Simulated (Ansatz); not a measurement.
Input structure:

```
CELL_PARAMETERS angstrom
3.47623 0.00000 0.00000
-1.73811 3.01050 0.00000
0.00000 0.00000 4.14808
ATOMIC_POSITIONS crystal
Cd 0.00000 0.00000 0.00000
O 0.33333 0.66667 0.75578
O 0.66667 0.33333 0.24422
```

**Characterise the structure given above.**

The stoichiometry is CdO₂. Symmetry: P-3m1 (No. 164), primitive hexagonal lattice. Structure type: cadmium iodide (CdI₂, 1T) type. The cell has 3 atoms, namely 1 Cd, 2 O. Each Cd atom is coordinated by six O in a distorted octahedral arrangement at 2.25 Å. Each O atom is coordinated by three Cd in a trigonal pyramidal arrangement at 2.25 Å. The bonds build CdO2 layers parallel to (001).

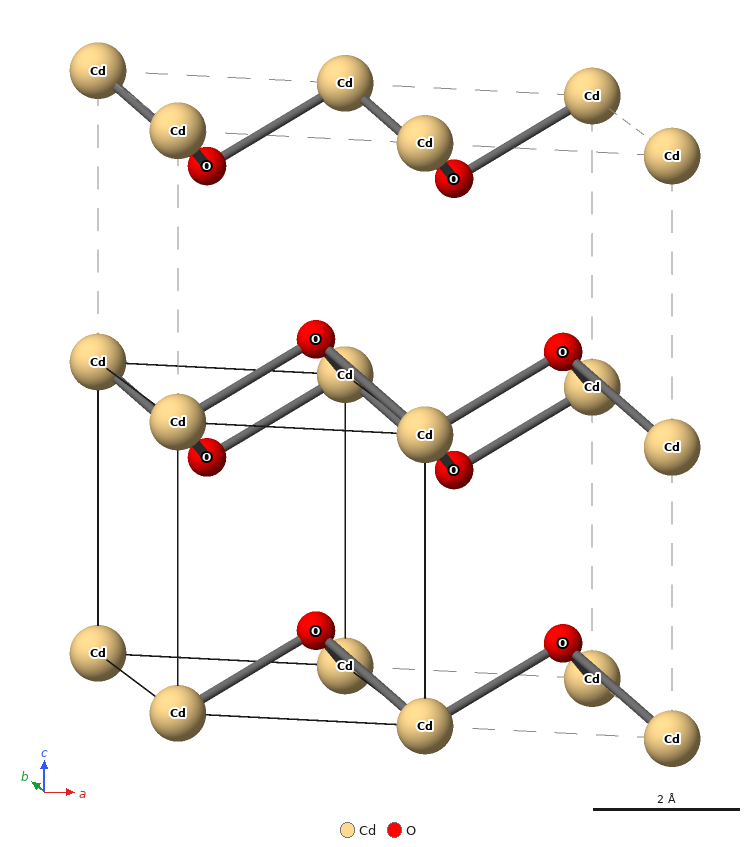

Structure drawing (ball-and-stick), viewed slightly off an axis. Shown are 2×1×2 repeats of the conventional unit cell, one of them outlined in solid lines.

It goes back to a structure listed in the Materials Project. Earlier steps of the study may have refined or changed the cell and positions. It was run through Ansatz as a DFT input.
